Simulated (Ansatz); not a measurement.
Run report: LiBr, band-structure calculation

System: LiBr (Immm, 2 atoms in the cell).
Method: DFT, PBE, plane waves, PAW, no spin polarisation (Ansatz 0.2.0).

The structure was built on a prototype by a generator. The geometry comes from this level: r2SCAN (a point of a series of strains). It belongs to a series of runs on one base structure; here: shear_xy strain +2.5%. Figures and captions count atoms from 1; the log counts them from 0 in places.

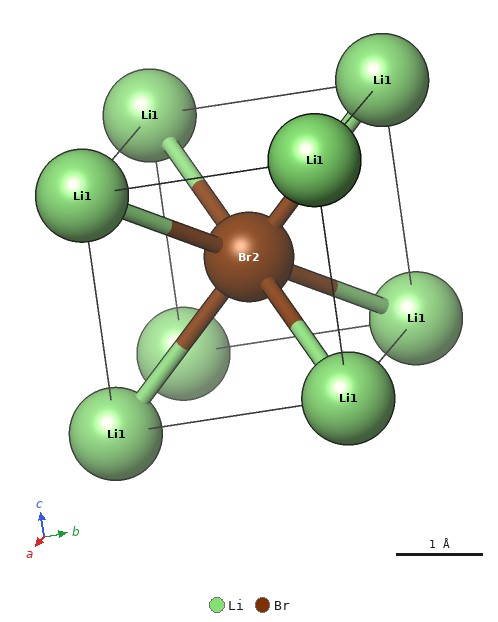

*The input geometry (ball-and-stick view of the reduced cell, seen slightly off an axis; atoms are numbered from 1 in the order of the input). An atom can appear more than once, as a periodic image.*

Near neighbours in the periodic cell (some may lie outside the picture): Li has 6 Br at 2.74 Å; Br has 6 Li at 2.74 Å.

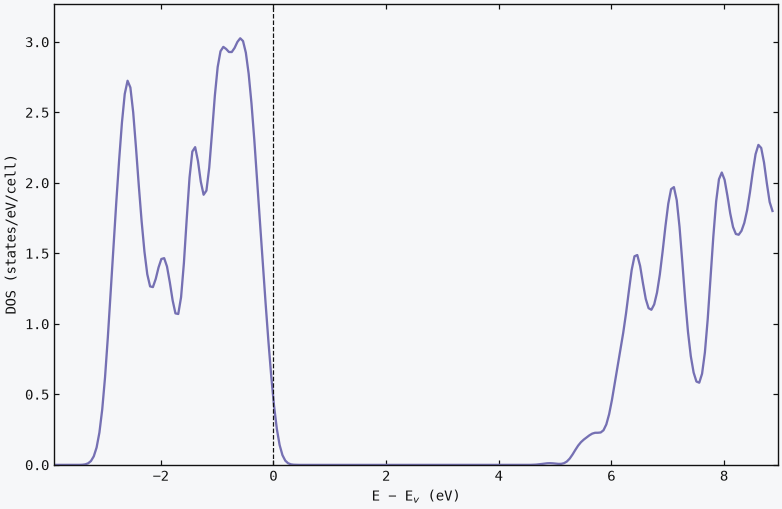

*Density of states (the curve is built from the levels of the k mesh with Gaussians 0.3 eV wide, which also blur the band edges), with energies from the valence-band top.*

There is a gap of 4.91 eV on the k-point mesh. Small ripples come from the finite k-point mesh.

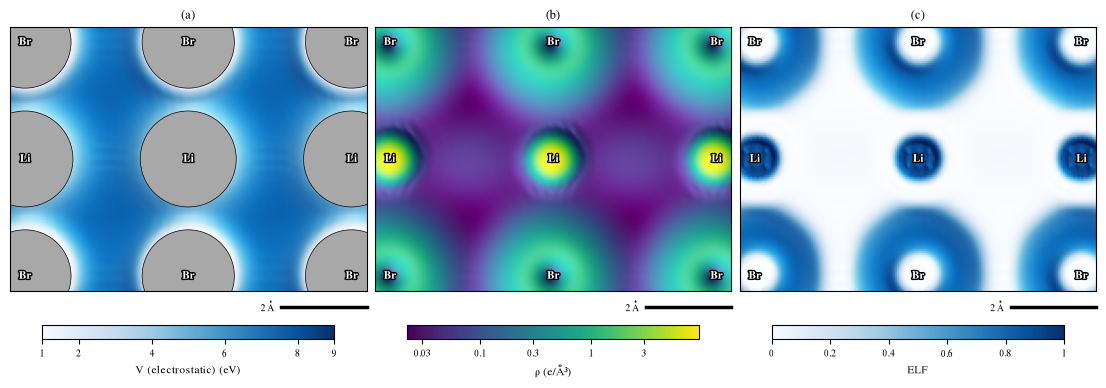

*(a) electrostatic potential energy of an electron; (b) valence electron density; (c) electron localisation function on the (010) plane of the conventional cell. Grey discs, where drawn, cover atomic cores.*

Away from the nuclei the density in this plane falls to 0.02 e/Å³ at its lowest. The strong features right at Li lie inside the PAW spheres (semicore, d or f shells) and say nothing about bonding. Outside the cores the potential energy rises away from the atoms and is highest about 2.3 Å from the nearest atoms; outside the discs it spans about 7 eV, and its zero is arbitrary. In a PAW calculation such maps are meaningful between the atoms, not at the nuclei.

These pictures come from the run below.

Input file
```yaml
crystal:
  lattice:
    - [0.0342445631, 2.7395650468, 2.7395650468]
    - [2.7395650468, 0.0342445631, 2.7395650468]
    - [2.7738096098, 2.7738096098, -1.0e-10]
  atoms:
    - { symbol: Li, position: [0.0, 0.0, 0.0] }
    - { symbol: Br, position: [0.5, 0.5, 0.5] }
kpoints:
  mp_grid: { grid: [8, 8, 8] }
  band_path:
    path:
      - [0.0, 0.0, 0.0]
      - [0.5, 0.0, 0.5]
      - [0.625, 0.25, 0.625]
      - [0.375, 0.375, 0.75]
      - [0.5, 0.5, 0.5]
      - [0.5, 0.25, 0.75]
      - [0.067708, 0.067708, 0.135417]
    npoints: 1
hamiltonian:
  xc: pbe
scf:
  occupations: { method: fermi_dirac, width: 0.02 }
  n_extra_bands: 4
output:
  forces: true
  stress: true
  eigenvalues: true
  write_density: true
  write_potential: true
  elf: true
  volumetric_format: npy
```

Command:
```bash
ansatz run input.yaml --threads 4 --pin off --max-ram 4608MiB --backend cpu --events-out ev --progress --plain --runs-dir out
```

Output
```
scf.n_extra_bands = 4 over 5 filled bands (N_el = 10.0): the run solves 9 bands
Engine: ansatz 0.2.0, aarch64-unknown-linux-gnu
Pseudopotentials: kind: paw
Pseudopotential: Li, paw, valence charge 3, recommended cutoff 420 eV (normal), Li.paw.azcp
Pseudopotential: Br, paw, valence charge 7, recommended cutoff 420 eV (normal), Br.paw.azcp
Functional definition: PBE
  parameter kappa = 0.804
  parameter beta = 0.06672455060314922
  exchange = pbe_x(kappa = kappa, mu = beta*pi^2/3)
  correlation = pbe_c(beta = beta)
Crystal: 2 atoms, lattice volume = 41.116 Å³
Basis set: ecut = 420 eV, 829 PW (Γ), exchange–correlation on 54×54×54 points (8 copies of the dense FFT grid, shifted against one another)
Bands: 9, of which v1, the nominal top of the filled ones, is band 5 counted from 1 (4 counted from 0)
Symmetry: 8 space group operations
Space group: Immm (ITA 71), of the structure as read, at distance tolerance 3.5e-5 Å
k-points: 95 of 512
Non-local potential: Li, projectors of the file, l = 0: 3, l = 1: 2, l = 2: 1
Non-local potential: Br, projectors of the file, l = 0: 2, l = 1: 2, l = 2: 2
PAW form: soft (Blöchl's): semilocal exchange-correlation on the pseudo side does not see the compensation charge
PAW one-centre angular grid: Li, 110 points (default); XC on 64 Gauss nodes
PAW one-centre angular grid: Br, 110 points (default); XC on 64 Gauss nodes
Initial density: superposition of atomic densities (neutral atoms: chi_scale 0, normalization atom), corrected by the library's trained network
Initial wavefunctions: pseudopotential atomic-orbital guess
Functional: x = pbe(κ = 0.804, μ = 0.2195149727645171), c = pbe(β = 0.06672455060314922)
SCF iter   1: F=—  HF=-2990.956749 eV  |F-HF|=—  |Δ(HF+E_count)|=         —  Δρ=3.95e-4  dr2=1.06e-4  ethr=1.77e-3  ⟨swp⟩=7.4  Hψ=6519  notcnv=0
preconditioner: auto → none  [insulator: Δε(μ)=4.905 eV  Ē_g=12.979 eV  σ=0.020 eV  W_gap=1.00  n_scr=8 (ndim 8)  ℏωp=16.4 eV  f_vac=0.000  D(μ)=0.00/eV (n_scr^D=0)  ε∞_Penn≈2.6]
SCF iter   2: F=—  HF=-2990.956791 eV  |F-HF|=—  |Δ(HF+E_count)|=   4.24e-5  Δρ=1.46e-4  dr2=1.21e-5  ethr=1.06e-6  ⟨swp⟩=3.1  Hψ=2401  notcnv=0
SCF iter   3: F=—  HF=-2990.956798 eV  |F-HF|=—  |Δ(HF+E_count)|=   7.18e-6  Δρ=4.78e-5  dr2=7.16e-7  ethr=1.21e-7  ⟨swp⟩=2.0  Hψ=1237  notcnv=0
SCF iter   4: F=—  HF=-2990.956799 eV  |F-HF|=—  |Δ(HF+E_count)|=   3.13e-7  Δρ=3.32e-5  dr2=7.51e-7  ethr=7.16e-9  ⟨swp⟩=2.0  Hψ=1235  notcnv=0
SCF iter   5: F=—  HF=-2990.956799 eV  |F-HF|=—  |Δ(HF+E_count)|=   1.66e-7  Δρ=1.70e-5  dr2=1.93e-7  ethr=7.16e-9  ⟨swp⟩=1.6  Hψ=1013  notcnv=0
SCF iter   6: F=-2990.956799 eV  HF=-2990.956799 eV  |F-HF|=1.13e-8  |Δ(HF+E_count)|=   5.61e-8  Δρ=5.12e-6  dr2=1.69e-8  ethr=1.00e-9  ⟨swp⟩=8.3  Hψ=4575  notcnv=0
SCF 1 converged in 6 iterations: F = -2990.956799 eV  dr2 = 1.69e-8
  greatest PAW one-centre occupation: 1.000 electrons in one spin orbital (limit 2), on the Li atom at site 0 (counted from 0), in its partial waves of l = 0
NSCF: frozen V_eff on 7 k-points
SCF converged after 6 iterations
Free energy (F): -2990.956799 eV
Harris-Foulkes:  -2990.956799 eV  (|F-HF|=1.13e-8)
Internal energy: -2990.956799 eV  (E = F + TS)
E sigma→0 (E₀):  -2990.956799 eV
Fermi energy:    4.692019 eV
--- Per-component energies (eV) ---
  E_band       = -101.251228
  E_kinetic    = 155.769956
  E_local      = -309.833157  (includes V_loc(G=0)·N_el)
  E_nonlocal   = 37.136884
  E_hartree    = 79.207740
  E_xc         = -276.007635
  E_vxc        = -118.399575  (∫ρ·V_xc dr)
  E_paw        = -2267.628473  (= ΣΔE_a)
  E_vpaw       = -24.342243  (= ΣTr[D̂ρ^β])
  E_aug_tail   = 0.000016  (compensation charges beyond the density's cutoff)
  E_ewald      = -409.602129
  E_smearing   = -0.000000  (= −TS)
  E_closure    = -0.000000  (closes the sum)
  Σ components = -2990.956799   (vs F -2990.956799, Δ=0.00e0)
--- Forces (eV/Å), atoms counted from 1 ---
  atom   1  Li     0.00000000     0.00000000    -0.00000000
  atom   2  Br     0.00000000     0.00000000    -0.00000000
  max |Σ_I F_I| component: 5.13e-30 eV/Å
--- Stress (GPa, compression-positive) ---
        0.482327      -0.496094       0.000000
       -0.496094       0.482327       0.000000
        0.000000       0.000000       0.456605
  P = ⅓ Tr σ = 0.4738 GPa (4.738 kbar)
--- Band table (eV; the first three rows and the last of 95) ---
  k-point 0: bands = ["-42.2220", "-11.3258", "2.0710", "2.1463", "2.2289", "7.1364", "12.4765", "12.6750", "12.8722"]
  k-point 1: bands = ["-42.2219", "-11.2629", "1.5089", "2.0850", "2.1847", "7.6660", "11.8467", "12.4605", "12.6276"]
  k-point 2: bands = ["-42.2215", "-11.1037", "0.4151", "1.9997", "2.0836", "8.1709", "11.3582", "11.4872", "11.8737"]
  k-point 94: bands = ["-42.2206", "-10.6433", "-0.7856", "0.8768", "1.1043", "8.3877", "9.2679", "13.8710", "14.6376"]
```

File bands.tsv
```
# k_distance	band_0	band_1	band_2	band_3	band_4	band_5	band_6	band_7	band_8
# fermi_ev = 4.692019
# lock_threshold_ev = 1e-6
# [0, 0, 0] at k_distance = 0.000000
# [0.5, 0, 0.5] at k_distance = 1.147018
# [0.625, 0.25, 0.625] at k_distance = 1.552502
# [0.375, 0.375, 0.75] at k_distance = 2.260705
# [0.5, 0.5, 0.5] at k_distance = 2.960064
# [0.5, 0.25, 0.75] at k_distance = 3.771033
# [0.067708, 0.067708, 0.135417] at k_distance = 4.837615
# levels_relative_to = fermi_ev
# free_energy_ev = -2990.956799
# largest_residual_norms_ev = 9.642e-4 4.902e-4 1.332e-3 1.286e-3 1.013e-3 1.334e-3 1.886e-3 1.429e-3 1.349e-3
0.000000	-46.914047	-16.017773	-2.621068	-2.545671	-2.463077	2.444413	7.784485	7.982987	8.180188
1.147018	-46.912620	-15.333354	-5.477717	-3.703556	-3.702572	3.715026	4.553831	9.137207	9.969089
1.552502	-46.912649	-15.354838	-5.077561	-4.424078	-3.418778	4.107183	6.212732	7.754862	8.137796
2.260705	-46.912681	-15.365691	-5.086488	-4.466646	-3.318022	4.205712	6.052174	7.897811	8.121410
2.960064	-46.913024	-15.549678	-5.486407	-2.799927	-2.739136	3.140009	5.578422	5.725458	9.252577
3.771033	-46.912622	-15.339268	-4.725541	-4.725226	-3.704581	5.498083	6.030977	6.945772	6.982668
4.837615	-46.913931	-15.968794	-3.033933	-2.677599	-2.461238	2.900308	7.195248	7.817376	8.304527
```

File rho_z.tsv
```
# z_ang	rho[e/angstrom^3]
# format = ansatz-planar-average/11
# lattice	0.034244563	2.739565047	2.739565047
# lattice	2.739565047	0.034244563	2.739565047
# lattice	2.773809610	2.773809610	-0.000000000
# sites	2
# site	3	0.000000000	0.000000000	0.000000000
# site	35	2.773809610	2.773809610	2.739565047
0.000000	3.129218e-1
0.145287	2.851165e-1
0.290575	2.198148e-1
0.435862	1.563195e-1
0.581150	1.255253e-1
0.726437	1.325341e-1
0.871724	1.638809e-1
1.017012	2.058878e-1
1.162299	2.500008e-1
1.307586	2.880341e-1
1.452874	3.136107e-1
1.598161	3.261227e-1
1.743449	3.298785e-1
1.888736	3.302358e-1
2.034023	3.302358e-1
2.179311	3.298785e-1
2.324598	3.261227e-1
2.469885	3.136107e-1
2.615173	2.880341e-1
2.760460	2.500008e-1
2.905748	2.058878e-1
3.051035	1.638809e-1
3.196322	1.325341e-1
3.341610	1.255253e-1
3.486897	1.563195e-1
3.632184	2.198148e-1
3.777472	2.851165e-1
```

File v_z.tsv
```
# z_ang	v_es[eV]	v_tot[eV]
# format = ansatz-planar-average/11
# xc	pbe
# density_cutoff_ev	1680
# datasets	Li=:simpson_from_first_knot:soft	Br=:simpson_from_first_knot:soft
# lattice	0.034244563	2.739565047	2.739565047
# lattice	2.739565047	0.034244563	2.739565047
# lattice	2.773809610	2.773809610	-0.000000000
# sites	2
# site	3	0.000000000	0.000000000	0.000000000
# site	35	2.773809610	2.773809610	2.739565047
0.000000	2.917623e0	-3.771661e0
0.145287	3.046353e0	-3.666848e0
0.290575	3.388844e0	-3.399848e0
0.435862	3.836137e0	-3.074680e0
0.581150	4.268349e0	-2.841053e0
0.726437	4.579526e0	-2.847531e0
0.871724	4.481321e0	-3.347913e0
1.017012	3.619189e0	-4.669894e0
1.162299	2.071223e0	-6.739618e0
1.307586	2.110337e-1	-9.160798e0
1.452874	-1.592143e0	-1.156159e1
1.598161	-3.065231e0	-1.363522e1
1.743449	-4.081943e0	-1.514079e1
1.888736	-4.597240e0	-1.592741e1
2.034023	-4.597240e0	-1.592741e1
2.179311	-4.081943e0	-1.514079e1
2.324598	-3.065231e0	-1.363522e1
2.469885	-1.592143e0	-1.156159e1
2.615173	2.110337e-1	-9.160798e0
2.760460	2.071223e0	-6.739618e0
2.905748	3.619189e0	-4.669894e0
3.051035	4.481321e0	-3.347913e0
3.196322	4.579526e0	-2.847531e0
3.341610	4.268349e0	-2.841053e0
3.486897	3.836137e0	-3.074680e0
3.632184	3.388844e0	-3.399848e0
3.777472	3.046353e0	-3.666848e0
```

Summary

- outcome: converged
- space group (tolerance 0.01 Å): Immm (71)
- electrons treated: 10
- free energy: −2990.9568 eV
- Fermi energy: 4.692 eV
- gap on the k-point mesh: 4.91 eV
- pressure: 0.47 GPa
- largest force (length of the vector): under 0.001 eV/Å
- hardware: 4 threads of Arm Neoverse V1, 24 GiB of memory available, shared host
- wall time: 1.6 s (CPU time 3.3 s)
- peak memory: 0.32 GiB
